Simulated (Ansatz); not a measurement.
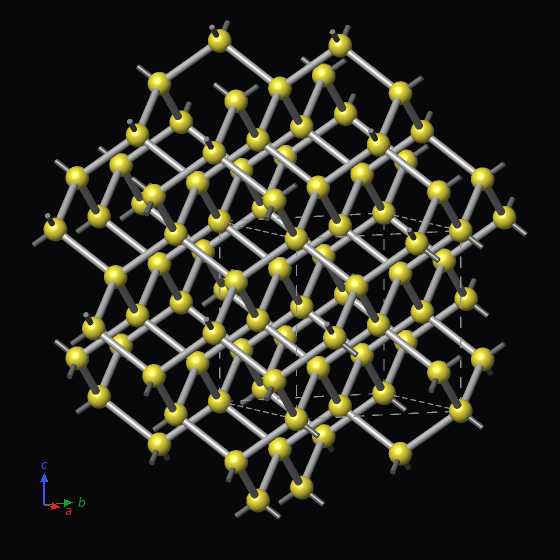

The picture shows a finite piece of the underlying net of a crystal structure, nodes on the atoms' positions. Nodes are coloured by topological kind. Short stubs are edges that leave the cut-out.

What net is this?

A uninodal 4-connected, three-periodic net. It is the dia net, known from diamond, zinc blende and cristobalite.

Give point symbol and coordination sequence.

6^6, sequence 4, 12, 24, 42, 64, 92.

The net was derived as follows. System BeTe (space group F-43m, No. 216); source of the atomic positions: the geometry relaxed with DFT PBEsol, scalar-relativistic, plane waves, PAW in Ansatz 0.2.0. Bonds are taken as Be–Te below 2.7 Å. The graph is simplified in the usual way: terminal and isolated atoms are pruned, two-connected atoms become edges. Be and Te are 4-connected nodes.
